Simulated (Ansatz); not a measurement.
## WSe$_{2}$: geometry relaxation (part 1 of 2)

- system: WSe$_{2}$ (P-6m2, 3 atoms in the cell)
- method: DFT r2SCAN, scalar-relativistic, plane waves, PAW, no spin polarisation (Ansatz 0.2.0)

The structure derives from a Materials Project entry.

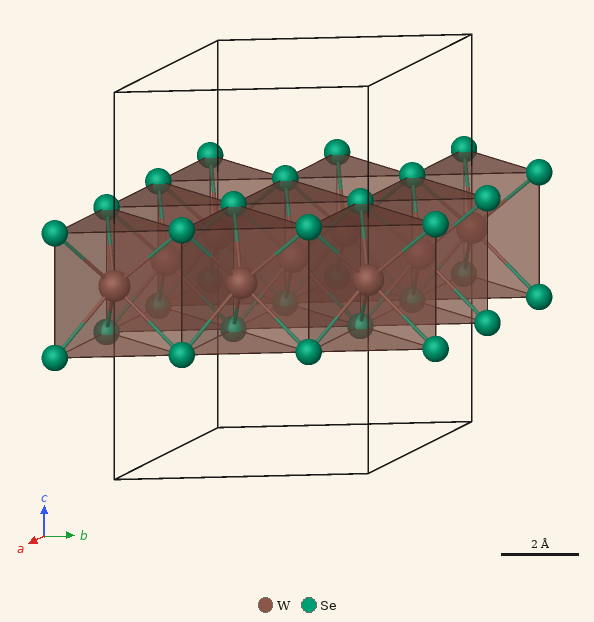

**Figure 1.** The structure as given in the input (polyhedral view of the 2 × 2 repeat of the cell, with the vacuum cut short, seen slightly off an axis; polyhedra are completed across the faces of the cell). An atom can appear more than once, as a periodic image.

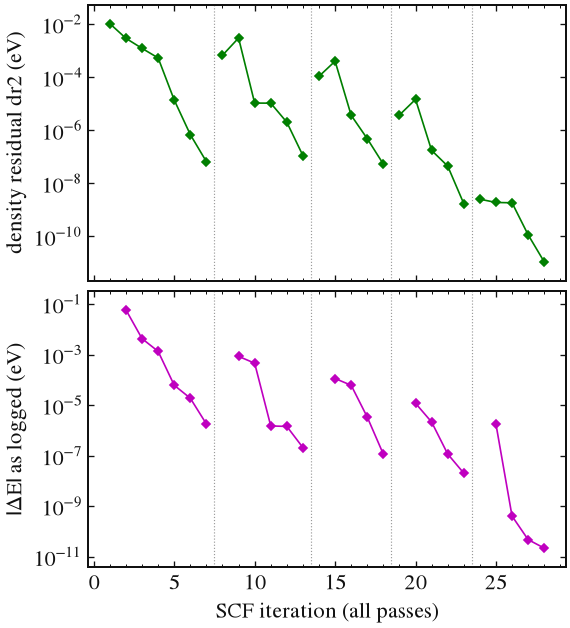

**Figure 2.** Convergence of the self-consistent field: density residual dr2 and size of the energy change against the SCF iteration. The dotted lines part the SCF passes of the relaxation: geometry steps, rejected trials and re-solves on a re-selected basis. The 5 passes take 5 to 7 iterations each, 28 in all.

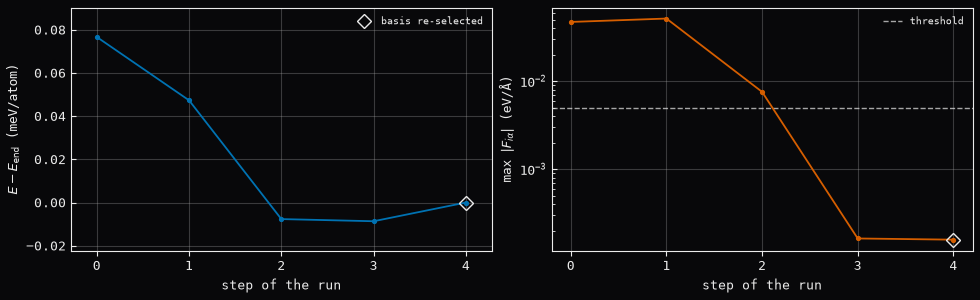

**Figure 3.** Progress of the relaxation, step by step (the first geometry is step 0 here and step 1 in the log). The atoms keep their places relative to the cell (all moves are under 0.005 Å). The space group stays P-6m2 (No. 187). After 3 geometry steps the energy has fallen by 0.1 meV per atom. Largest force component: 0.047 eV/Å at the start, 0.00016 eV/Å at the end. A last SCF at the same geometry on a re-selected plane-wave basis shifts the energy by +0.0 meV per atom.

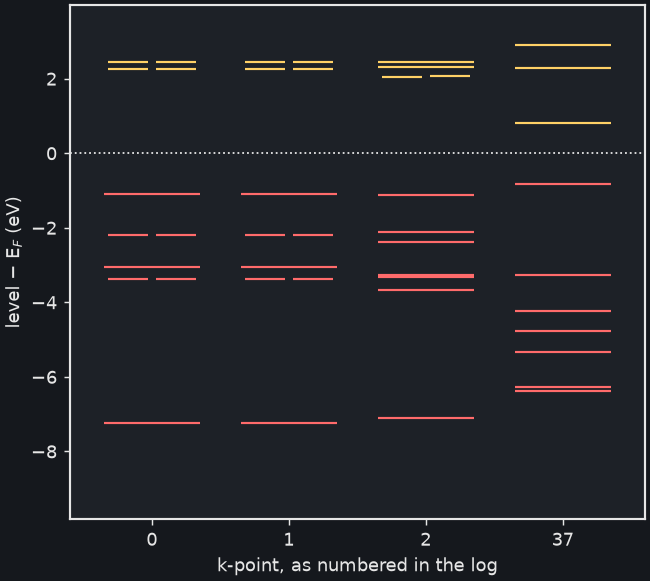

**Figure 4.** Kohn–Sham levels near the Fermi level (dotted) at the few k-points that the log prints; levels within 0.02 eV of each other stand side by side. Among these points the highest filled and lowest empty levels are 1.64 eV apart, which is the gap on the mesh.

These pictures come from the run below.

## The input
```yaml
crystal:
  lattice:
    - [3.3179375931, 0.0, 0.0]
    - [-1.6589687966, 2.8734182438, 0.0]
    - [0.0, 0.0, 16.65814242]
  atoms:
    - { symbol: W, position: [0.0, 0.0, 0.0] }
    - { symbol: Se, position: [0.33333333, 0.66666667, 0.09978652] }
    - { symbol: Se, position: [0.33333333, 0.66666667, 0.90021348] }
basis:
  ecutwfc: 500
kpoints:
  mp_grid: { grid: [12, 12, 2] }
hamiltonian:
  xc: r2scan
scf:
  occupations: { method: gaussian, width: 0.02 }
output:
  forces: true
  stress: true
  eigenvalues: true
relax:
  adjacent_minimum: "off"
  f_tol: 0.005
  max_steps: 80
  cell: { stress_tol: 0.05 }
```

Run as:
```bash
ansatz run input.yaml --threads 1 --pin off --max-ram 2560MiB --backend cpu --events-out ev --progress --plain --runs-dir out
```

## What the program printed
```
Engine: ansatz 0.2.0, x86_64-unknown-linux-gnu
Pseudopotentials: kind: paw
Pseudopotential: W, paw, valence charge 14, recommended cutoff 500 eV (meta_gga), W.paw.azcp
Pseudopotential: Se, paw, valence charge 16, recommended cutoff 500 eV (meta_gga), Se.paw.azcp
Functional definition: r2SCAN
  parameter k0 = 0.174
  parameter k1 = 0.065
  parameter a1 = 4.9479
  exchange = r2scan_x(k0 = k0, k1 = k1, a1 = a1)
  correlation = r2scan_c
Crystal: 3 atoms, lattice volume = 158.816 Å³
Basis set: ecut = 500 eV, 3973 PW (Γ), exchange–correlation on 100×100×500 points (64 copies of the dense FFT grid, shifted against one another)
Bands: 28, of which v1, the nominal top of the filled ones, is band 23 counted from 1 (22 counted from 0)
Symmetry: 12 space group operations
Space group: P-6m2 (ITA 187), of the structure as read, at distance tolerance 5.4e-5 Å
k-points: 38 of 288 (time reversal used)
Non-local potential: W, projectors of the file, l = 0: 3, l = 1: 2, l = 2: 2, l = 3: 1
Non-local potential: Se, projectors of the file, l = 0: 2, l = 1: 2, l = 2: 3, l = 3: 1
PAW form: soft (Blöchl's): semilocal exchange-correlation on the pseudo side does not see the compensation charge
PAW frozen core: W, regenerated for the run's functional (the file was generated under x = pbe(κ = 0.804, μ = 0.2195149727645171), c = pbe(β = 0.06672455060314922))
PAW frozen core: Se, regenerated for the run's functional (the file was generated under x = pbe(κ = 0.804, μ = 0.2195149727645171), c = pbe(β = 0.06672455060314922))
PAW one-centre angular grid: W, 590 points (default); XC on 160 Gauss nodes
PAW one-centre angular grid: Se, 590 points (default); XC on 160 Gauss nodes
Initial density: superposition of atomic densities (neutral atoms: chi_scale 0, normalization atom), corrected by the library's trained network
Initial wavefunctions: pseudopotential atomic-orbital guess
Functional: x = r2scan, c = r2scan; τ floored in thin density (d = 2e-4 eV/Å³)
SCF iter   1: F=—  HF=-21355.279075 eV  |F-HF|=—  |Δ(HF+E_count)|=         —  Δρ=3.49e-3  dr2=1.04e-2  dr2_τ=4.37e-2  ethr=1.77e-3  ⟨swp⟩=9.2  Hψ=5156  notcnv=0
preconditioner: auto → Resta (q_TF=auto, 2.219 Å⁻¹)  ε∞=2.8  [insulator: Δε(μ)=1.625 eV  Ē_g=9.274 eV  σ=0.020 eV  W_gap=1.00  n_scr=28 (ndim 8)  ℏωp=12.5 eV  f_vac=0.602  D(μ)=0.00/eV (n_scr^D=0)  ε∞_Penn≈2.8  vacuum switching on, ρ_ref=6.2e-3 e/Å³]
SCF iter   2: F=—  HF=-21355.337596 eV  |F-HF|=—  |Δ(HF+E_count)|=   5.85e-2  Δρ=2.22e-3  dr2=2.91e-3  dr2_τ=5.39e-4  ethr=2.26e-5  ⟨swp⟩=3.1  Hψ=2761  notcnv=0  defer=38
SCF iter   3: F=—  HF=-21355.341873 eV  |F-HF|=—  |Δ(HF+E_count)|=   4.28e-3  Δρ=1.04e-3  dr2=1.22e-3  dr2_τ=9.24e-5  ethr=6.32e-6  ⟨swp⟩=2.2  Hψ=1526  notcnv=0  defer=38
SCF iter   4: F=—  HF=-21355.343214 eV  |F-HF|=—  |Δ(HF+E_count)|=   1.34e-3  Δρ=3.42e-4  dr2=5.32e-4  dr2_τ=4.18e-5  ethr=2.66e-6  ⟨swp⟩=2.2  Hψ=1642  notcnv=0  defer=38
SCF iter   5: F=—  HF=-21355.343153 eV  |F-HF|=—  |Δ(HF+E_count)|=   6.11e-5  Δρ=7.11e-5  dr2=1.38e-5  dr2_τ=2.34e-7  ethr=1.16e-6  ⟨swp⟩=2.0  Hψ=1293  notcnv=0  defer=38
SCF iter   6: F=—  HF=-21355.343172 eV  |F-HF|=—  |Δ(HF+E_count)|=   1.87e-5  Δρ=1.68e-5  dr2=6.87e-7  dr2_τ=3.06e-8  ethr=2.99e-8  ⟨swp⟩=2.2  Hψ=1377  notcnv=0  defer=38
SCF iter   7: F=-21355.343174 eV  HF=-21355.343173 eV  |F-HF|=1.76e-7  |Δ(HF+E_count)|=   1.79e-6  Δρ=4.64e-6  dr2=6.56e-8  dr2_τ=1.78e-9  ethr=2.17e-10  ⟨swp⟩=11.4  Hψ=6376  notcnv=0
SCF 1 converged in 7 iterations: F = -21355.343174 eV  dr2 = 6.56e-8
  greatest PAW one-centre occupation: 1.000 electrons in one spin orbital (limit 2), on the Se atom at site 2 (counted from 0), in its partial waves of l = 2
relax step   1: F+E_penalty+E_count = -21355.34317367 eV  Δ(F+E_penalty+E_count) = +0.000e0 eV  max|allowed force component| = 4.710e-2 eV/Å  Δτ_max = 0.0000 Å  P = -0.157 GPa  Ω = 158.816 Å³  (7 SCF iters, dr2 threshold 1.00e-7 eV, accepted)
Crystal: 3 atoms, lattice volume = 158.262 Å³
Basis set: ecut = 500 eV, 3937 PW (Γ), exchange–correlation on 100×100×500 points (64 copies of the dense FFT grid, shifted against one another)
Initial density: handed on by an earlier stage of this run
Initial wavefunctions: those handed on with the density
iter 1 solved again at ethr=1.52e-6 eV; its pass at ethr=3.10e-3 eV (dr2=7.01e-4 eV) is discarded
SCF iter   1: F=—  HF=-21355.342866 eV  |F-HF|=—  |Δ(HF+E_count)|=         —  Δρ=3.51e-4  dr2=6.70e-4  dr2_τ=5.23e-4  ethr=1.52e-6  ⟨swp⟩=2.1  Hψ=5676  notcnv=0
preconditioner: auto → none  [insulator: Δε(μ)=1.643 eV  Ē_g=9.300 eV  σ=0.020 eV  W_gap=1.00  n_scr=16 (ndim 8)  ℏωp=12.5 eV  f_vac=0.605  D(μ)=0.00/eV (n_scr^D=0)  ε∞_Penn≈2.8]
SCF iter   2: F=—  HF=-21355.343718 eV  |F-HF|=—  |Δ(HF+E_count)|=   8.52e-4  Δρ=6.96e-4  dr2=3.00e-3  dr2_τ=1.47e-4  ethr=1.46e-6  ⟨swp⟩=2.7  Hψ=1664  notcnv=0  recentre
SCF iter   3: F=—  HF=-21355.343262 eV  |F-HF|=—  |Δ(HF+E_count)|=   4.56e-4  Δρ=9.69e-5  dr2=1.06e-5  dr2_τ=3.10e-7  ethr=1.46e-6  ⟨swp⟩=2.0  Hψ=1518  notcnv=0
SCF iter   4: F=—  HF=-21355.343263 eV  |F-HF|=—  |Δ(HF+E_count)|=   1.50e-6  Δρ=5.69e-5  dr2=1.05e-5  dr2_τ=8.74e-7  ethr=2.30e-8  ⟨swp⟩=3.7  Hψ=2488  notcnv=0
SCF iter   5: F=—  HF=-21355.343262 eV  |F-HF|=—  |Δ(HF+E_count)|=   1.43e-6  Δρ=2.29e-5  dr2=2.01e-6  dr2_τ=6.34e-8  ethr=2.27e-8  ⟨swp⟩=2.2  Hψ=1230  notcnv=0
SCF iter   6: F=-21355.343262 eV  HF=-21355.343262 eV  |F-HF|=6.32e-8  |Δ(HF+E_count)|=   2.08e-7  Δρ=7.02e-6  dr2=1.11e-7  dr2_τ=6.73e-9  ethr=3.01e-10  ⟨swp⟩=6.5  Hψ=4747  notcnv=0
SCF 2 converged in 6 iterations: F = -21355.343262 eV  dr2 = 1.11e-7
relax step   2: F+E_penalty+E_count = -21355.34326156 eV  Δ(F+E_penalty+E_count) = -8.789e-5 eV  max|allowed force component| = 5.147e-2 eV/Å  Δτ_max = 0.0033 Å  P = +0.140 GPa  Ω = 158.262 Å³  energy of the carried Pulay correction = +4.322e-5 eV  (6 SCF iters, dr2 threshold 1.39e-7 eV, accepted)
Crystal: 3 atoms, lattice volume = 158.398 Å³
Basis set: ecut = 500 eV, 3961 PW (Γ), exchange–correlation on 100×100×500 points (64 copies of the dense FFT grid, shifted against one another)
iter 1 solved again at ethr=2.47e-7 eV; its pass at ethr=3.10e-3 eV (dr2=1.14e-4 eV) is discarded
SCF iter   1: F=—  HF=-21355.343372 eV  |F-HF|=—  |Δ(HF+E_count)|=         —  Δρ=1.74e-4  dr2=1.08e-4  dr2_τ=7.99e-5  ethr=2.47e-7  ⟨swp⟩=2.0  Hψ=5675  notcnv=0
preconditioner: auto → none  [insulator: Δε(μ)=1.650 eV  Ē_g=9.289 eV  σ=0.020 eV  W_gap=1.00  n_scr=16 (ndim 8)  ℏωp=12.5 eV  f_vac=0.604  D(μ)=0.00/eV (n_scr^D=0)  ε∞_Penn≈2.8]
SCF iter   2: F=—  HF=-21355.343485 eV  |F-HF|=—  |Δ(HF+E_count)|=   1.13e-4  Δρ=2.59e-4  dr2=4.01e-4  dr2_τ=2.21e-5  ethr=2.35e-7  ⟨swp⟩=2.6  Hψ=1647  notcnv=0  recentre
SCF iter   3: F=—  HF=-21355.343424 eV  |F-HF|=—  |Δ(HF+E_count)|=   6.09e-5  Δρ=5.76e-5  dr2=3.66e-6  dr2_τ=7.83e-8  ethr=2.35e-7  ⟨swp⟩=2.0  Hψ=1328  notcnv=0
SCF iter   4: F=—  HF=-21355.343427 eV  |F-HF|=—  |Δ(HF+E_count)|=   3.35e-6  Δρ=1.69e-5  dr2=4.82e-7  dr2_τ=1.03e-7  ethr=7.95e-9  ⟨swp⟩=3.1  Hψ=2298  notcnv=0
SCF iter   5: F=-21355.343427 eV  HF=-21355.343427 eV  |F-HF|=4.98e-9  |Δ(HF+E_count)|=   1.14e-7  Δρ=6.48e-6  dr2=5.30e-8  dr2_τ=2.59e-9  ethr=3.60e-10  ⟨swp⟩=8.1  Hψ=4884  notcnv=0
SCF 3 converged in 5 iterations: F = -21355.343427 eV  dr2 = 5.30e-8
  greatest PAW one-centre occupation: 1.000 electrons in one spin orbital (limit 2), on the Se atom at site 1 (counted from 0), in its partial waves of l = 2
relax step   3: F+E_penalty+E_count = -21355.34342715 eV  Δ(F+E_penalty+E_count) = -1.656e-4 eV  max|allowed force component| = 7.555e-3 eV/Å  Δτ_max = 0.0027 Å  P = +0.001 GPa  Ω = 158.398 Å³  energy of the carried Pulay correction = +3.256e-5 eV  (5 SCF iters, dr2 threshold 1.66e-7 eV, accepted)
Crystal: 3 atoms, lattice volume = 158.479 Å³
iter 1 solved again at ethr=9.73e-9 eV; its pass at ethr=3.10e-3 eV (dr2=4.47e-6 eV) is discarded
```
